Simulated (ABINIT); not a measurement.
ZnO: dielectric calculation (part 1 of 3)

The run: dielectric calculation of ZnO (P6₃mc, 4 atoms in the cell). Method and program: Kohn-Sham DFT of a periodic cell, PBE, PseudoDojo NC SR PBE v0.4.1 standard, no spin polarisation (ABINIT 10.8.3).

The structure derives from an entry of the Crystallography Open Database.

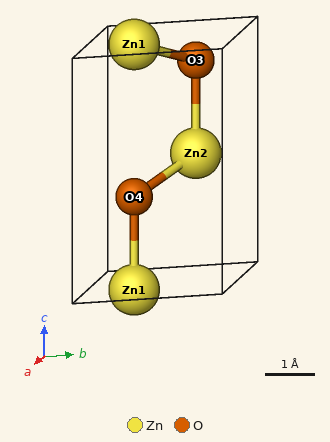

The input geometry (ball-and-stick view of the cell of the calculation, seen slightly off an axis; atoms are numbered from 1 in the order of the input). An atom can appear more than once, as a periodic image. Near neighbours in the periodic cell (some may lie outside the picture): Zn has 4 O at 1.97 to 1.98 Å; O has 4 Zn at 1.97 to 1.98 Å.

Input file
```
# Datasets
ndtset 3

# Pseudopotentials
pp_dirpath "./"
pseudos "Zn.upf, O.upf"

# Structure
acell 6.1403022146 6.1403022145 9.8373642945
rprim
     1.0000000000     0.0000000000     0.0000000000
    -0.5000000000     0.8660254038     0.0000000000
     0.0000000000     0.0000000000     1.0000000000
ntypat 2
znucl 30 8
natom 4
typat 1 1 2 2
xred
            2/3            1/3            0.0
            1/3            2/3            1/2
            1/3            2/3   0.8790100000
            2/3            1/3   0.3790100000

# Plane-wave basis
ecut 40.0

# k points
ngkpt 6 6 4
nshiftk 1
shiftk 0.0 0.0 0.5

# Exchange and correlation
ixc 11

# Bands and occupations
nband 26
occopt 1

# SCF cycle
nstep 80
diemac 6.0

# Output
prteig 0
prtebands 0
prtwf 0
prtden 0
prtpot 0

# Dataset 1: ground state
kptopt1 1
tolvrs1 1.0e-15
prtwf1 1

# Dataset 2: derivatives of the wave functions by k
iscf2 -3
rfelfd2 2
rfdir2 1 1 1
getwfk2 1
kptopt2 2
nqpt2 1
qpt2 0.0 0.0 0.0
tolwfr2 1.0e-18
prtwf2 1

# Dataset 3: response at q = 0 to electric field
rfelfd3 3
rfdir3 1 1 1
getwfk3 1
getddk3 2
kptopt3 2
nqpt3 1
qpt3 0.0 0.0 0.0
tolvrs3 1.0e-8
```

File mrgddb.in
```
merged_DDB
ZnO
2
runo_DS1_DDB
runo_DS3_DDB
```

File anaddb.abi
```
ddb_filepath "merged_DDB"
output_file "anaddb.abo"
outdata_prefix "ana"
asr 1
chneut 1
dipdip 1
dieflag 2
enunit 0
```

Launched with:
```bash
mpirun --bind-to none -np 4 abinit run.abi > log 2>&1
mrgddb < mrgddb.in > mrgddb.log 2>&1
anaddb anaddb.abi > anaddb.log 2>&1
```

Output
```
.Version 10.8.3 of ABINIT
 DATASET    1 : space group P6_3 m c (#186); Bravais hP (primitive hexag.)
================================================================================
 Values of the parameters that define the memory need for DATASET  1.
     intxc =       0    ionmov =       0      iscf =       7    lmnmax =       6
     lnmax =       6     mgfft =      60  mpssoang =       3    mqgrid =    3001
     natom =       4  nloc_mem =       1    nspden =       1   nspinor =       1
    nsppol =       1      nsym =      12    n1xccc =    2501    ntypat =       2
    occopt =       1   xclevel =       2
       mpw =        3910          nfft =       77760          nkpt =          14
================================================================================
================================================================================

 DATASET    2 : space group P6_3 m c (#186); Bravais hP (primitive hexag.)
================================================================================
 Values of the parameters that define the memory need for DATASET  2 (RF).
     intxc =       0      iscf =      -3    lmnmax =       6     lnmax =       6
     mgfft =      60  mpssoang =       3    mqgrid =    3001     natom =       4
  nloc_mem =       1    nspden =       1   nspinor =       1    nsppol =       1
      nsym =      12    n1xccc =    2501    ntypat =       2    occopt =       1
   xclevel =       2
      nfft =       77760          nkpt =          72
================================================================================
================================================================================

 DATASET    3 : space group P6_3 m c (#186); Bravais hP (primitive hexag.)
================================================================================
 Values of the parameters that define the memory need for DATASET  3 (RF).
     intxc =       0      iscf =       7    lmnmax =       6     lnmax =       6
     mgfft =      60  mpssoang =       3    mqgrid =    3001     natom =       4
  nloc_mem =       1    nspden =       1   nspinor =       1    nsppol =       1
      nsym =      12    n1xccc =    2501    ntypat =       2    occopt =       1
   xclevel =       2
      nfft =       77760          nkpt =          72
================================================================================
================================================================================

--------------------------------------------------------------------------------
------------- Echo of variables that govern the present computation ------------
--------------------------------------------------------------------------------
 -outvars: echo values of preprocessed input variables --------
            acell      6.1403022146E+00  6.1403022145E+00  9.8373642945E+00 Bohr
              amu      6.53900000E+01  1.59994000E+01
           diemac      6.00000000E+00
             ecut      4.00000000E+01 Hartree
           getddk1          0
           getddk2          0
           getddk3          2
           getwfk1          0
           getwfk2          1
           getwfk3          1
             iscf1          7
             iscf2         -3
             iscf3          7
              ixc          11
           jdtset        1    2    3
                       outvar_i_n : Printing only first  50 k-points.
           kptopt1          1
           kptopt2          2
           kptopt3          2
         kptrlatt        6    0    0      0    6    0      0    0    4
          kptrlen      3.68418133E+01
            natom           4
            nband1         26
            nband2         26
            nband3         26
           ndtset           3
            ngfft          36      36      60
             nkpt1         14
             nkpt2         72
             nkpt3         72
             nqpt1          0
             nqpt2          1
             nqpt3          1
            nstep          80
             nsym          12
           ntypat           2
        optdriver1          0
        optdriver2          1
        optdriver3          1
           prtden           0
        prtebands           0
           prteig           0
            prtwf1          1
            prtwf2          1
            prtwf3          0
           rfelfd1          0
           rfelfd2          2
           rfelfd3          3
            rprim      1.0000000000E+00  0.0000000000E+00  0.0000000000E+00
                      -5.0000000000E-01  8.6602540380E-01  0.0000000000E+00
                       0.0000000000E+00  0.0000000000E+00  1.0000000000E+00
           shiftk      0.00000000E+00  0.00000000E+00  5.00000000E-01
          spgroup         186
           tolvrs1     1.00000000E-15
           tolvrs2     0.00000000E+00
           tolvrs3     1.00000000E-08
           tolwfr1     0.00000000E+00
           tolwfr2     1.00000000E-18
           tolwfr3     0.00000000E+00
            typat      1  1  2  2
                       outvars : Printing only first  50 k-points.
           xangst      1.6246539989E+00  9.3799442361E-01  0.0000000000E+00
                       1.7639157982E-11  1.8759888472E+00  2.6028544982E+00
                       1.7639157982E-11  1.8759888472E+00  4.5758702650E+00
                       1.6246539989E+00  9.3799442361E-01  1.9730157668E+00
            xcart      3.0701511073E+00  1.7725525683E+00  0.0000000000E+00
                       3.3333177677E-11  3.5451051365E+00  4.9186821472E+00
                       3.3333177677E-11  3.5451051365E+00  8.6471415885E+00
                       3.0701511073E+00  1.7725525683E+00  3.7284594413E+00
             xred      6.6666666667E-01  3.3333333333E-01  0.0000000000E+00
                       3.3333333333E-01  6.6666666667E-01  5.0000000000E-01
                       3.3333333333E-01  6.6666666667E-01  8.7901000000E-01
                       6.6666666667E-01  3.3333333333E-01  3.7901000000E-01
            znucl       30.00000    8.00000

================================================================================

 chkinp: Checking input parameters for consistency, jdtset=   1.

 chkinp: Checking input parameters for consistency, jdtset=   2.

 chkinp: Checking input parameters for consistency, jdtset=   3.

================================================================================
== DATASET  1 ==================================================================

--- !DatasetInfo
iteration_state: {dtset: 1, }
dimensions: {natom: 4, nkpt: 14, mband: 26, nsppol: 1, nspinor: 1, nspden: 1, mpw: 3910, }
cutoff_energies: {ecut:  40.0, pawecutdg:  -1.0, }
electrons: {nelect:   5.20000000E+01, charge:   0.00000000E+00, occopt:   1.00000000E+00, tsmear:   1.00000000E-02, }
meta: {optdriver: 0, ionmov: 0, optcell: 0, iscf: 7, paral_kgb: 0, }
...

 Exchange-correlation functional for the present dataset will be:
  GGA: Perdew-Burke-Ernzerhof functional - ixc=11
  J.P.Perdew, K.Burke, M.Ernzerhof, PRL 77, 3865 (1996)

 Real(R)+Recip(G) space primitive vectors, cartesian coordinates (Bohr,Bohr^-1):
 R(1)=  6.1403022  0.0000000  0.0000000  G(1)=  0.1628584  0.0940264  0.0000000
 R(2)= -3.0701511  5.3176577  0.0000000  G(2)=  0.0000000  0.1880527  0.0000000
 R(3)=  0.0000000  0.0000000  9.8373643  G(3)=  0.0000000  0.0000000  0.1016532
 Unit cell volume ucvol=  3.2120987E+02 bohr^3
 Angles (23,13,12)=  9.00000000E+01  9.00000000E+01  1.20000000E+02 degrees

 getcut: wavevector=  0.0000  0.0000  0.0000  ngfft=  36  36  60
         ecut(hartree)=     40.000   => boxcut(ratio)=   2.05929

--- Pseudopotential description ------------------------------------------------
- pspini: atom type   1  psp file is ./Zn.upf
  30.00000  20.00000  171031                  znucl, zion, pspdat
12 -101130 2 -1 1326                          pspcod,pspxc,lmax,lloc,mmax
     nproj     2     2     2

- pspini: atom type   2  psp file is ./O.upf
   8.00000   6.00000  171031                  znucl, zion, pspdat
12 -101130 2 -1 936                           pspcod,pspxc,lmax,lloc,mmax
     nproj     2     2     1

   3.41921814E+03                                ecore*ucvol(ha*bohr**3)
--------------------------------------------------------------------------------

================================================================================

--- !BeginCycle
iteration_state: {dtset: 1, }
solver: {iscf: 7, nstep: 80, nline: 4, wfoptalg: 0, }
tolerances: {tolvrs: 1.00E-15, }
...

     iter   Etot(hartree)      deltaE(h)  residm     vres2
 ETOT  1  -442.04642540280    -4.420E+02 3.718E-01 1.591E+04
 ETOT  2  -441.12865253044     9.178E-01 1.926E-01 4.349E+04
 ETOT  3  -450.26015233214    -9.131E+00 1.416E-01 4.097E+03
 ETOT  4  -450.76364228751    -5.035E-01 1.201E-01 2.390E+03
 ETOT  5  -450.98270308199    -2.191E-01 3.673E-02 1.160E+03
 ETOT  6  -451.14021645446    -1.575E-01 3.129E-03 3.456E+02
 ETOT  7  -451.18351180736    -4.330E-02 5.739E-04 1.297E+02
 ETOT  8  -451.21012191977    -2.661E-02 1.049E-03 3.448E-01
 ETOT  9  -451.21015773525    -3.582E-05 5.127E-05 6.736E-01
 ETOT 10  -451.21029658367    -1.388E-04 1.070E-05 1.595E-04
 ETOT 11  -451.21029724156    -6.579E-07 6.069E-06 1.432E-04
 ETOT 12  -451.21029737791    -1.363E-07 8.086E-07 1.090E-05
 ETOT 13  -451.21029742351    -4.560E-08 9.575E-07 4.802E-06
 ETOT 14  -451.21029744280    -1.930E-08 1.322E-07 5.698E-08
 ETOT 15  -451.21029745022    -7.413E-09 1.570E-07 2.488E-09
 ETOT 16  -451.21029745326    -3.045E-09 2.226E-08 7.798E-11
 ETOT 17  -451.21029745453    -1.269E-09 2.627E-08 7.473E-11
 ETOT 18  -451.21029745504    -5.054E-10 3.782E-09 4.247E-11
 ETOT 19  -451.21029745525    -2.162E-10 4.443E-09 6.533E-13
 ETOT 20  -451.21029745533    -7.560E-11 6.460E-10 6.351E-12
 ETOT 21  -451.21029745537    -4.292E-11 7.550E-10 7.005E-14
 ETOT 22  -451.21029745540    -2.689E-11 1.097E-10 1.102E-12
 ETOT 23  -451.21029745540    -3.524E-12 1.240E-10 7.553E-14
 ETOT 24  -451.21029745540     5.571E-12 1.695E-11 4.117E-14
 ETOT 25  -451.21029745540    -7.958E-12 1.809E-11 7.946E-14
 ETOT 26  -451.21029745541    -2.728E-12 2.517E-12 3.094E-14
 ETOT 27  -451.21029745540     6.025E-12 2.838E-12 1.035E-14
 ETOT 28  -451.21029745540    -2.842E-12 4.152E-13 6.084E-15
 ETOT 29  -451.21029745542    -1.160E-11 4.793E-13 2.065E-16

 At SCF step   29       vres2   =  2.06E-16 < tolvrs=  1.00E-15 =>converged.

 Cartesian components of stress tensor (hartree/bohr^3)
  sigma(1 1)= -1.23837448E-04  sigma(3 2)=  0.00000000E+00
  sigma(2 2)= -1.23837448E-04  sigma(3 1)=  0.00000000E+00
  sigma(3 3)= -1.79223490E-04  sigma(2 1)= -3.10441859E-13

--- !ResultsGS
iteration_state: {dtset: 1, }
comment   : Summary of ground state results
lattice_vectors:
- [  6.1403022,   0.0000000,   0.0000000, ]
- [ -3.0701511,   5.3176577,   0.0000000, ]
- [  0.0000000,   0.0000000,   9.8373643, ]
lattice_lengths: [   6.14030,    6.14030,    9.83736, ]
lattice_angles: [ 90.000,  90.000, 120.000, ] # degrees, (23, 13, 12)
lattice_volume:   3.2120987E+02
convergence: {deltae: -1.160E-11, res2:  2.065E-16, residm:  4.793E-13, diffor: null, }
etotal    :  -4.51210297E+02
entropy   :   0.00000000E+00
fermie    :   1.50108303E-01
cartesian_stress_tensor: # hartree/bohr^3
- [ -1.23837448E-04,  -3.10441859E-13,   0.00000000E+00, ]
- [ -3.10441859E-13,  -1.23837448E-04,   0.00000000E+00, ]
- [  0.00000000E+00,   0.00000000E+00,  -1.79223490E-04, ]
pressure_GPa:   4.1866E+00
xred      :
- [  6.6667E-01,   3.3333E-01,   0.0000E+00, Zn]
- [  3.3333E-01,   6.6667E-01,   5.0000E-01, Zn]
- [  3.3333E-01,   6.6667E-01,   8.7901E-01,  O]
- [  6.6667E-01,   3.3333E-01,   3.7901E-01,  O]
cartesian_forces: # hartree/bohr
- [  2.28030391E-27,   7.08902965E-28,  -1.35521066E-03, ]
- [ -5.26223980E-28,   2.32925260E-27,  -1.35521066E-03, ]
- [ -1.22785595E-27,  -1.31653408E-27,   1.35521066E-03, ]
- [ -5.26223980E-28,  -1.72162149E-27,   1.35521066E-03, ]
force_length_stats: {min:   1.35521066E-03, max:   1.35521066E-03, mean:   1.35521066E-03, }
...

 Integrated electronic density in atomic spheres:
 ------------------------------------------------
 Atom  Sphere_radius  Integrated_density
    1        2.00000         18.17146323
    2        2.00000         18.17146323
    3        2.00000          6.25199068
    4        2.00000          6.25199068
================================================================================

 ----iterations are completed or convergence reached----
```
